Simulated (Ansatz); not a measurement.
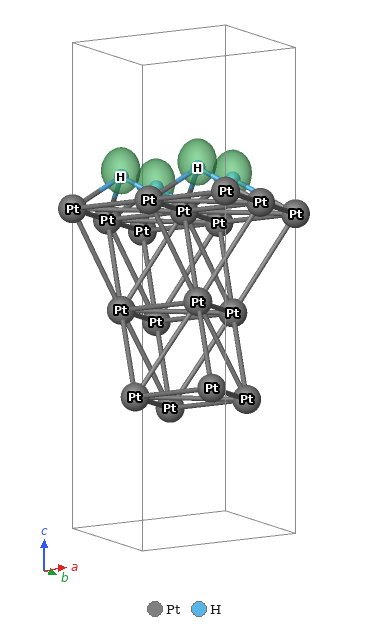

Figure 1: HPt3 (slab). Isosurface of the ELF at 0.8 (green), seen at an oblique angle. Only the valence region is drawn (cores and ρ < 0.01 e/Å³ removed). Sticks mark near contacts.

A point of a scan over the structure, not its minimum; computed without spin polarisation; PAW files of the earlier set (soft_1).

Computed with DFT PBE, scalar-relativistic, plane waves, PAW in Ansatz.

Core electrons are frozen (PAW), and the valence fields are smoothed inside the atomic spheres.

Input file:

```
crystal:
  lattice:
    - [2.8071640675, 0.0, 0.0]
    - [-1.4035820338, 2.4310753951, 0.0]
    - [0.0, 0.0, 20.1192652917]
  atoms:
    - { symbol: Pt, position: [0.6666666667, 0.3333333333, 0.198814417] }
    - { symbol: Pt, position: [0.3333333333, 0.6666666667, 0.3136149989] }
    - { symbol: Pt, position: [0.0, 0.0, 0.428408551] }
    - { symbol: H, position: [0.3333333333, 0.6666666667, 0.4450635011] }
basis:
  ecutwfc: 420
kpoints:
  mp_grid: { grid: [12, 12, 1] }
hamiltonian:
  xc: pbe
  pseudopotentials: { kind: paw, azcp: { folder: soft_1 } }
scf:
  occupations: { method: gaussian, width: 0.1 }
output:
  forces: true
  eigenvalues: true
  write_density: true
  write_potential: true
  elf: true
  volumetric_format: npy
relax:
  adjacent_minimum: "off"
  f_tol: 0.025
  max_steps: 30
  constraints: [{ sites: [0, 1] }, { sites: [3], fix: xy }]
efield:
  axis: 3
  dipole_correction: true
  ramp_width: 0.04
```

Launched as:

```sh
ansatz run input.yaml --threads 1 --pin off --max-ram 3072MiB --backend cpu --events-out ev --progress --plain --runs-dir out
```

The fields are those of the run's last geometry, not of the input's.

> Describe the localisation domains.

The surface consists of one region around a hydrogen nucleus, counted in one cell of 4 atoms. Counts are for one cell; the picture repeats the cell along the surface.

Values along the shortest contacts:
Pt–H (1.86 Å): the ELF climbs to about 1 towards the hydrogen. Pt–Pt (2.81 Å): the ELF is about 0.30 at the midpoint; no shared electron pair shows on this line.
